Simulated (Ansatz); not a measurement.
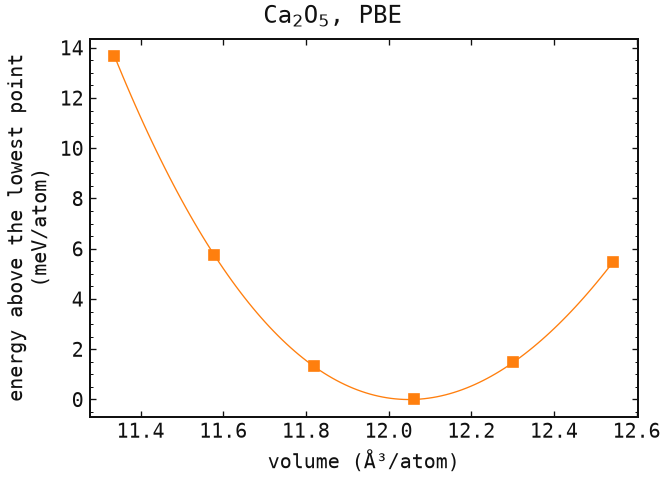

The figure shows the energy above the lowest point against volume for Ca₂O₅, space group Pn-3m (No. 224) (one of a set of cubic test structures, which need not be the stable phase).

How it was computed, with Ansatz 0.2.0 development build: equation of state of a cubic crystal from periodic Kohn-Sham density functional theory without spin, third-order Birch-Murnaghan fit to the free energies; pressure corrected for the finite basis. Level: PBE.

structure type cubic X2O5; atoms in cell 14; space group number 224; lattice centring simple cubic; k mesh 10×10×10; occupation method Fermi–Dirac; occupation width 0.06123 eV; wave cutoff 700 eV; datasets hard PAW; density tolerance 1e−09 eV; bands 64; density cutoff ratio 4; search for lower states default.

From this curve and the settings, what does the calculation give for the pressure at the same points?

The pressure falls from 6.495 GPa at volume 11.34 Å³/atom to −3.424 GPa at 12.54 Å³/atom, and changes sign near 12.05 Å³/atom.

```
volume (Å³/atom)  pressure (GPa)
           11.34           6.495
           11.58           4.059
           11.82           1.874
           12.06          -0.090
           12.30          -1.845
           12.54          -3.424
```

Limits of the calculation: cubic model structure, not the ambient form; modest k-mesh, values are not fully converged in k; no spin polarisation, a magnetic state may lie lower.
